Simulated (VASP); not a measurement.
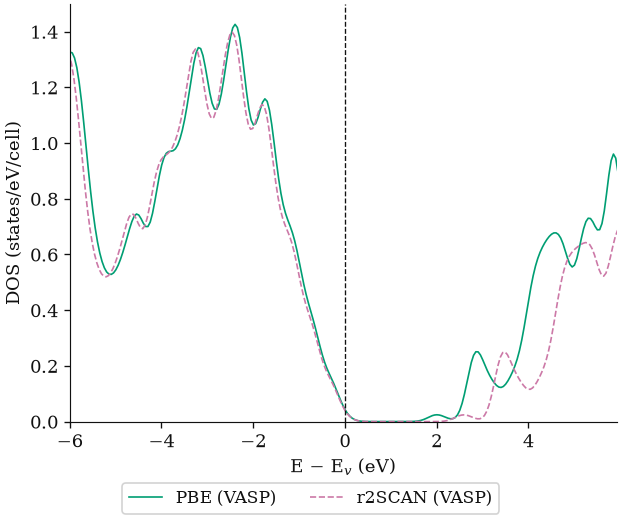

Total densities of states of AlN, space group P1, 2 atoms in the cell, zincblende type, strained and displaced, by two methods on the same cell. The curves are built from the levels of the k mesh with Gaussians 0.4 eV wide, which also blur the band edges. Each is counted from its own valence-band top.

What changes from one method to the other?

Answer. PBE (VASP) gives a gap of 1.93 eV and r2SCAN (VASP) gives a gap of 2.51 eV.

Settings. PBE (VASP): DFT, PBE, plane waves, PAW, 8×8×8 k mesh, 520 eV cutoff, Fermi-Dirac smearing of 0.02 eV (VASP). r2SCAN (VASP): DFT, r2SCAN, plane waves, PAW, 8×8×8 k mesh, 520 eV cutoff (VASP).

The atoms aren't at rest in this cell (largest force 5.2 eV/Å), so the relaxed material can differ.
